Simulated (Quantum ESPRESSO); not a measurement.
**Na$_{2}$S: 7 runs along one coordinate**

System: Na$_{2}$S (Fm-3m, 3 atoms in the cell).
Method: Kohn-Sham DFT of a periodic cell, PBE, SSSP 1.3 efficiency PBE, no spin polarisation (Quantum ESPRESSO 7.5).

The 7 runs differ only in the geometry, by an even scaling of the cell at fixed fractional positions. The structure derives from an entry of the Crystallography Open Database.

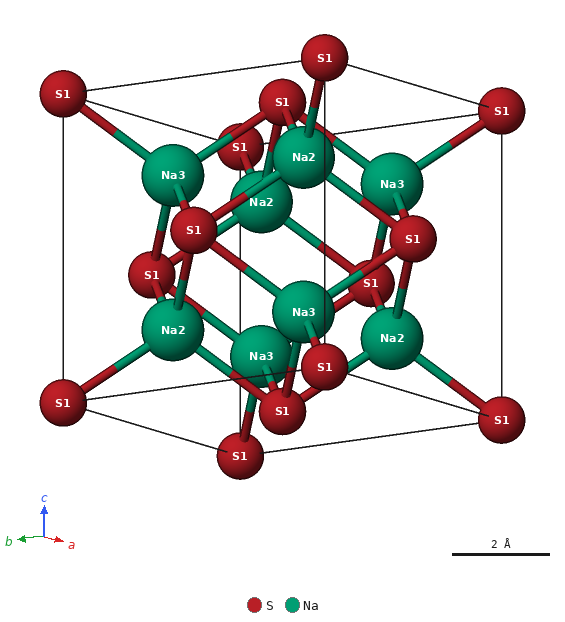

Figure 1. The structure of run 4 (ball-and-stick view of the cell 4 times as large as that of the calculation, set on its symmetry axes, seen at an oblique angle; atoms are numbered from 1 in the order of the input).

## Input file of run 4
```
&CONTROL
  calculation = 'scf'
  prefix = 'pwscf'
  outdir = './tmp'
  pseudo_dir = './pseudo'
  tprnfor = .true.
  tstress = .true.
  disk_io = 'low'
/
&SYSTEM
  ibrav = 0
  nat = 3
  ntyp = 2
  ecutwfc = 55
  ecutrho = 440
  nbnd = 19
  occupations = 'smearing'
  smearing = 'fd'
  degauss = 0.00367493
/
&ELECTRONS
  conv_thr = 6d-10
  electron_maxstep = 120
  mixing_beta = 0.5
/
ATOMIC_SPECIES
S     32.0600 s_pbe_v1.4.uspp.F.UPF
Na    22.9898 na_pbe_v1.5.uspp.F.UPF
CELL_PARAMETERS angstrom
   0.0000000000    3.2735000000    3.2735000000
   3.2735000000    0.0000000000    3.2735000000
   3.2735000000    3.2735000000    0.0000000000
ATOMIC_POSITIONS crystal
S      0.0000000000    0.0000000000    0.0000000000
Na     0.7500000000    0.7500000000    0.7500000000
Na     0.2500000000    0.2500000000    0.2500000000
K_POINTS automatic
7 7 7 0 0 0
```

## File pp_density.in of run 4
```
&INPUTPP
  prefix = 'pwscf'
  outdir = './tmp'
  filplot = 'density.dat'
  plot_num = 0
/
&PLOT
  nfile = 1
  filepp(1) = 'density.dat'
  iflag = 3
  output_format = 6
  fileout = 'density.cube'
/
```

## File pp_potential.in of run 4
```
&INPUTPP
  prefix = 'pwscf'
  outdir = './tmp'
  filplot = 'potential.dat'
  plot_num = 11
/
&PLOT
  nfile = 1
  filepp(1) = 'potential.dat'
  iflag = 3
  output_format = 6
  fileout = 'potential.cube'
/
```

Command:
```bash
OMP_NUM_THREADS=1 pw.x -in pw.in > pw.out
OMP_NUM_THREADS=1 pp.x -in pp_density.in > pp_density.out
OMP_NUM_THREADS=1 pp.x -in pp_potential.in > pp_potential.out
```

Run 2 has the same physical settings and fractional positions; its lattice vectors (Å) are:
```
   0.000000    3.229258    3.229258
   3.229258    0.000000    3.229258
   3.229258    3.229258    0.000000
```

## Results, with one run withheld

```tsv
run	volume per atom (Å³)	free energy per atom, from the lowest run given (meV)	pressure (GPa)	gap on the mesh (eV)
1	21.982	12.49	2.49	2.69
2	22.450	?	?	?
3	22.918	2.38	1.02	2.54
4	23.385	0.32	0.39	2.48
5	23.853	0.00	−0.17	2.41
6	24.321	1.25	−0.68	2.35
7	24.789	3.90	−1.14	2.29
```

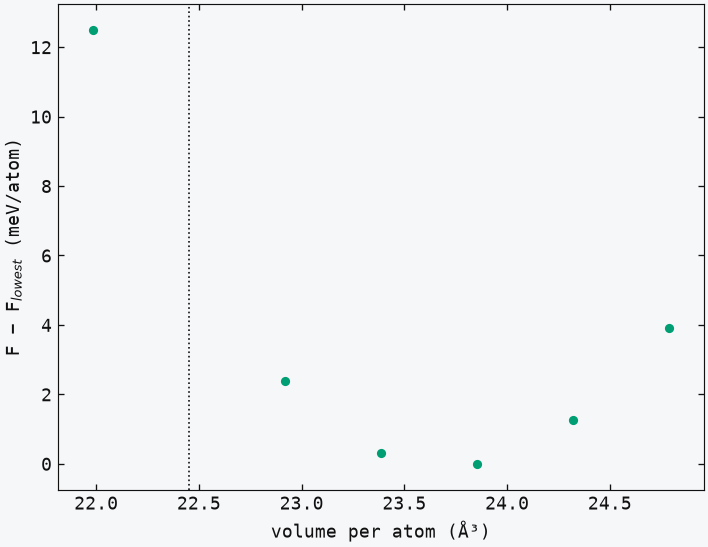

Figure 2. Free energy per atom of the runs given; the dotted line marks run 2.

Estimate the energy of run 2 from the others.

A cubic polynomial in V^(−2/3) (the Birch–Murnaghan form), fitted to the 6 runs given, misses them by under 0.01 meV per atom. With x = V^(−2/3) − 0.12185 Å⁻², it reads F = 0.074172 + 433.83 x + 3.184e+05 x² + 3.5462e+05 x³ (meV per atom). At run 2 it gives 6.36 meV per atom, and the run itself gives 6.36. The slope of the fit gives a pressure −dF/dV of 1.72 GPa there, and the run prints 1.72 GPa. The fit has its minimum at 23.709 Å³ per atom, where V d²F/dV² gives 28 GPa: the bulk modulus at this level, since symmetry fixes the shape and the positions. The gap on the mesh goes, without turning, from 2.69 eV in run 1 to 2.29 eV in run 7; run 2 has 2.61 eV. These are gaps of this functional on this mesh, which can miss the band edges; they aren't the measured gap.

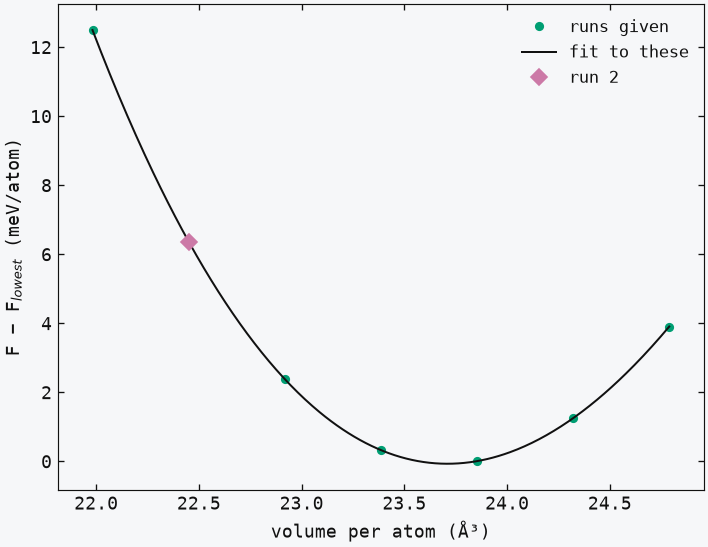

Figure 3. The fit and the withheld run.

## Some lines of the output (run 2)
```
[...]
     total energy              =    -214.97508361 Ry
     total energy              =    -215.02331849 Ry
     total energy              =    -215.02537600 Ry
     total energy              =    -215.02554603 Ry
     total energy              =    -215.02557131 Ry
     total energy              =    -215.02557582 Ry
     total energy              =    -215.02557645 Ry
     total energy              =    -215.02557673 Ry
     total energy              =    -215.02557677 Ry
     the Fermi energy is     3.5571 ev
!    total energy              =    -215.02557679 Ry
     The total energy is F=E-TS. E is the sum of the following terms:
     Computing stress (Cartesian axis) and pressure
          total   stress  (Ry/bohr**3)                   (kbar)     P=       17.15
```
